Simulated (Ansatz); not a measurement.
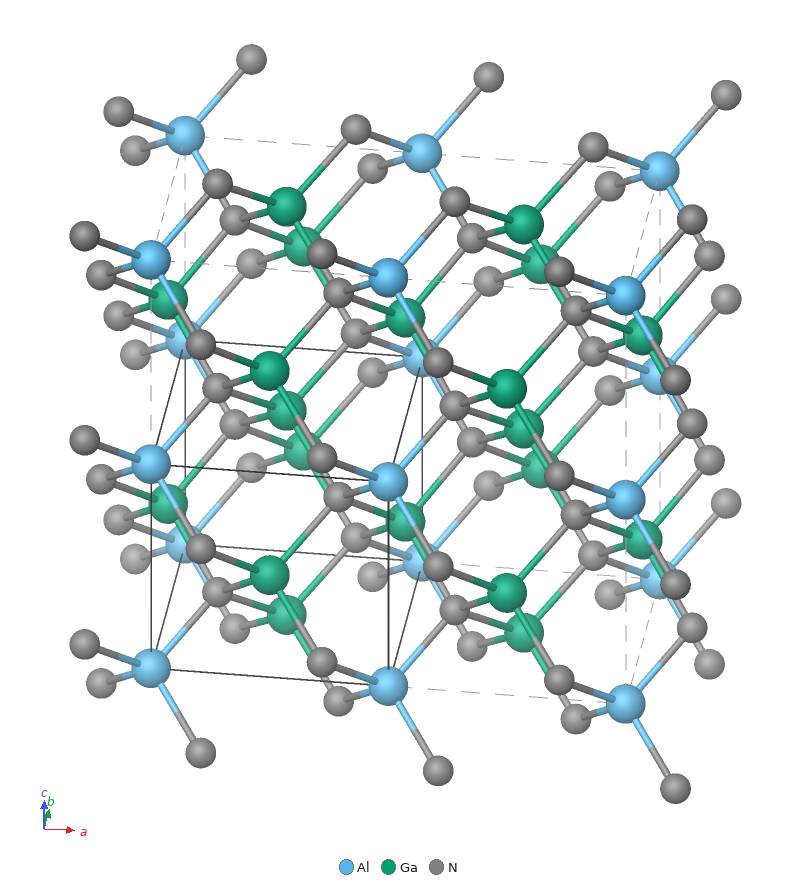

View from a general direction, drawn as a ball-and-stick model. The conventional unit cell (solid box) is repeated to 2×1×2 cells. A few atoms beyond the faces are included.

AlGa₃N₄, space group P-43m (No. 215), a = 4.28 Å, b = 4.28 Å, c = 4.28 Å, α = 90.00°, β = 90.00°, γ = 90.00°.

Method used: Ansatz, DFT PBEsol, scalar-relativistic, plane waves, PAW. It ran with plane waves up to 420 eV, a 6×6×6 grid in reciprocal space, Gaussian smearing of 0.02 eV, no spin polarisation.

> Metal or not?

An insulator at this level, with a gap of 3.19 eV on the k-mesh (the true edges may lie between mesh points, so the gap can be somewhat smaller).

Provenance: a structure listed in the Materials Project. The cell was then strained or its atoms displaced on purpose. The atoms were relaxed in a fixed cell with Ansatz, DFT PBEsol, scalar-relativistic, plane waves, PAW.

At this level of theory the run's own cell isn't at rest (compressed, at 32 GPa), so its distances can differ from those at equilibrium, the more so the softer the solid.
